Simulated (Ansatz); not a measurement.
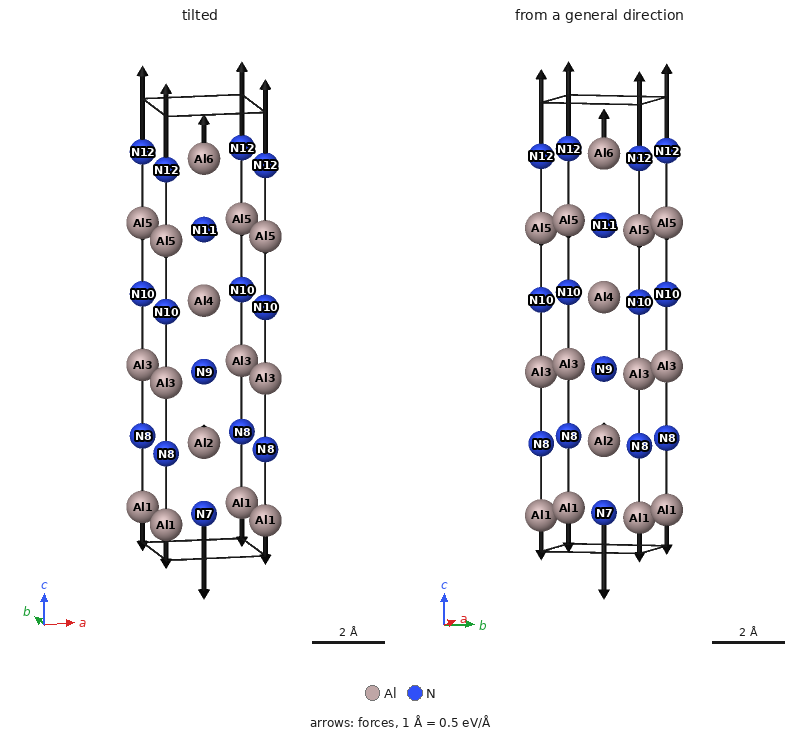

Drawn in the spheres-only manner and seen slightly off an axis and from a general direction. The frame is the simulation cell; atoms at its boundary are shown with their periodic copies. The arrows are the computed forces on the atoms.

System: AlN. The calculation used DFT PBEsol, scalar-relativistic, plane waves, PAW (Ansatz), with plane-wave cutoff 420 eV, 8×8×2 k-mesh, Gaussian smearing of 0.05 eV, no spin polarisation.

Q: Would an optimiser stop at this geometry?

A: No. The atoms still feel forces of up to about 1.1 eV/Å, far above a usual threshold of 0.01 to 0.03 eV/Å.

Q: Which atom is furthest from force balance?

A: N7 and N12, about 1.1 eV/Å.

Its origin is a structure listed in the Materials Project. The cell was then strained or its atoms displaced on purpose. It went into a calculation with Ansatz.
